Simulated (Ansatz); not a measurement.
Al (interface cell)

```
Al
1.0
     4.01559    0.00000    0.00000
    -2.00779    4.48956    0.00000
     0.00000    0.00000   18.84376
Al
20
Direct
  0.40054 0.80109 0.07013
  0.20016 0.40033 0.27017
  0.69692 0.39384 0.04017
  0.49984 0.99967 0.22162
  0.89674 0.79348 0.31734
  0.80326 0.60652 0.17445
  0.60411 0.20822 0.36538
  0.09589 0.19178 0.12640
  0.29946 0.59891 0.42165
  0.00308 0.00616 0.45161
  0.90054 0.80109 0.92165
  0.70016 0.40033 0.72162
  0.19692 0.39384 0.95161
  0.99984 0.99967 0.77017
  0.39674 0.79348 0.67445
  0.30326 0.60652 0.81734
  0.10411 0.20822 0.62640
  0.59589 0.19178 0.86538
  0.79946 0.59891 0.57013
  0.50308 0.00616 0.54017
```

The calculation used DFT PBEsol, scalar-relativistic, plane waves, PAW (Ansatz).

Q: Predict the valence pseudo-density and electron localisation function between the atoms.

A: Al–Al (2.61 Å): ρ at the midpoint is about 0.26 e/Å³; the ELF peaks at about 0.80 between the atoms.

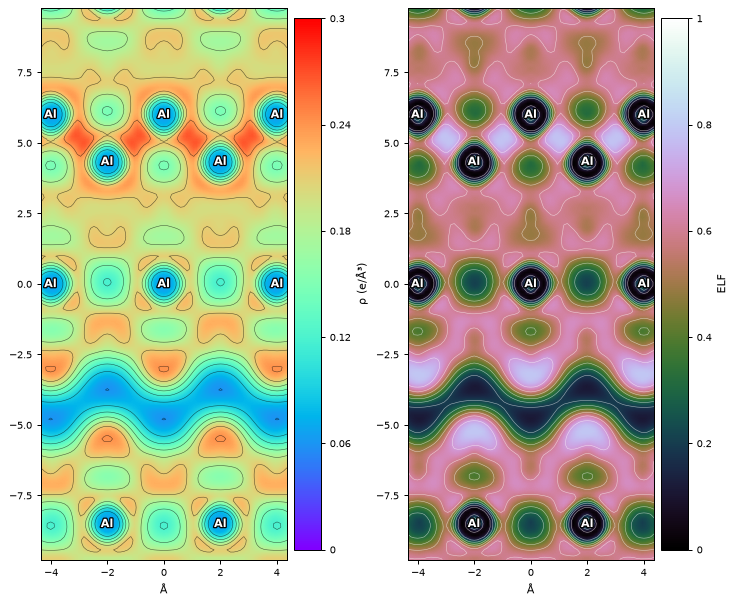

Computed valence pseudo-density and electron localisation function on the (010) plane of the calculation cell, in this order. Atoms just off the plane (Al, 0.9 Å away) can leave unmarked features too.
